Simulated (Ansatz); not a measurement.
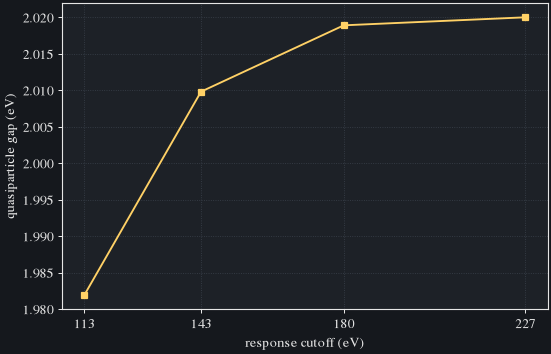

Convergence test: the response cutoff (empty bands raised with it) is varied and all else is held.
- system: GaN (F-43m, 2 atoms in the cell)
- method: Ansatz 0.2.0-dev, G0W0@PBE, full frequency by contour deformation, soft PAW set, first generation; cutoff 420 eV, 2×2×2 k-mesh

**What is enough for the quasiparticle gap to 0.05 eV?**

The quasiparticle gap is within 0.05 eV of the largest setting's value at every setting shown, 113.3 eV included. The largest deviation is 0.04 eV. On so coarse a k-mesh the values belong to these settings and aren't the crystal's converged gap. The potentials or cutoffs used are known to leave an error of their own, so the limit of this scan isn't the converged value for the crystal.
